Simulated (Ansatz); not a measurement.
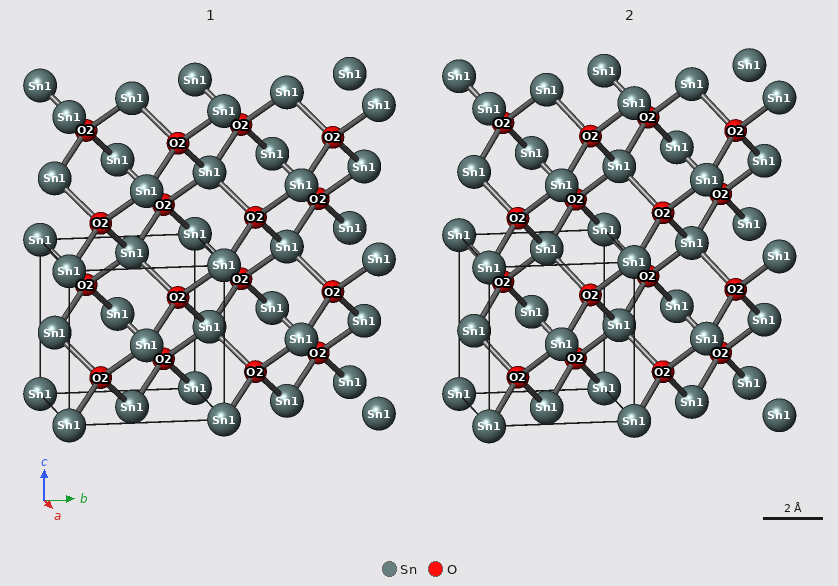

Two geometries of crystalline SnO (built on the zincblende type) at its r2SCAN-relaxed geometry: one is the relaxed structure, the other was perturbed away from it. A ball-and-stick model of the conventional cell (4 times the calculation's cell), repeated 1 × 2 × 2 with one cell outlined, seen slightly off an axis. Lengths and directions refer to the drawn axes.

Level of theory: DFT, r2SCAN, plane waves, PAW in Ansatz. (plane-wave cutoff 500 eV; k-point mesh 8 × 8 × 8; occupations fermi dirac; smearing width 0.02 eV; no spin polarisation)

> Which is the distorted one, and what does the distortion cost?

Structure 2 is the perturbed one. The cell is strained by −6.2 % along b and +3.0 % across it (volume −0.5 %). The atoms and the free axis were relaxed with r2SCAN under that strain, and this is a single point on that geometry. The energy changes by less than 1 meV per atom. The pressure goes from 0.0 to −0.1 GPa. All forces vanish by symmetry. Both are metals. The space group (tolerance 0.01 Å) goes from F-43m (No. 216) to I-4m2 (No. 119).
